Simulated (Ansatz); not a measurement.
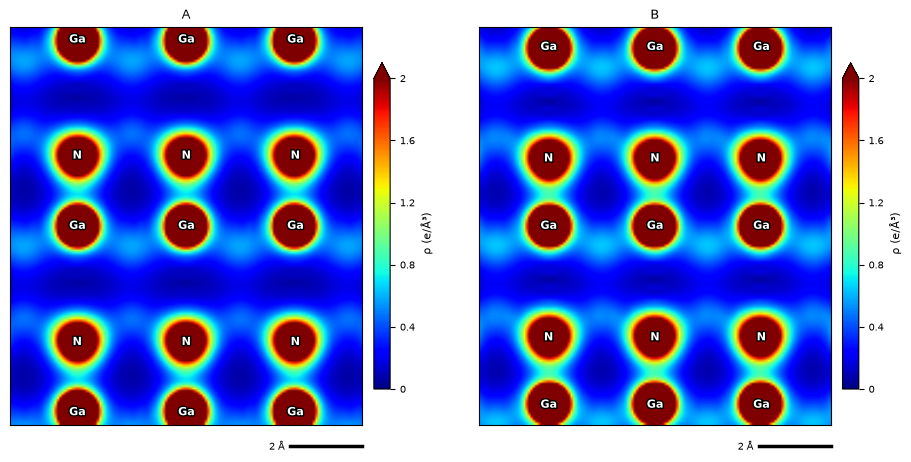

GaN. The valence electron density of two cells that differ in size and shape, on the (010) plane of each (indices in the axes of the calculation cell), at one length scale and on one colour scale; one has 9.4 and the other 10.3 Å³ an atom.

Computed with Ansatz, DFT PBEsol, scalar-relativistic, plane waves, PAW.

Core electrons are frozen (PAW), and the valence fields are smoothed inside the atomic spheres.

The larger cell:

```
CELL_PARAMETERS angstrom
3.03390 0.00000 0.00000
-1.51695 2.62743 0.00000
0.00000 0.00000 5.18514
ATOMIC_POSITIONS crystal
Ga 0.33333 0.66667 0.99919
Ga 0.66667 0.33333 0.49919
N 0.33333 0.66667 0.37581
N 0.66667 0.33333 0.87581
```

The smaller cell: a = 2.960 Å, b = 2.960 Å, c = 4.978 Å, α = 90.00°, β = 90.00°, γ = 120.00°.

**Which panel shows the smaller cell, and what does the compression change?**

Panel B is the smaller cell, by 9 % in volume. From the larger cell to the smaller, Ga–N goes from 1.95 to 1.87 Å, and the density at its midpoint from 0.75 to 0.89 e/Å³; the pressure goes from 23 to 53 GPa; the Kohn–Sham gap goes from 2.3 eV to 2.9 eV.
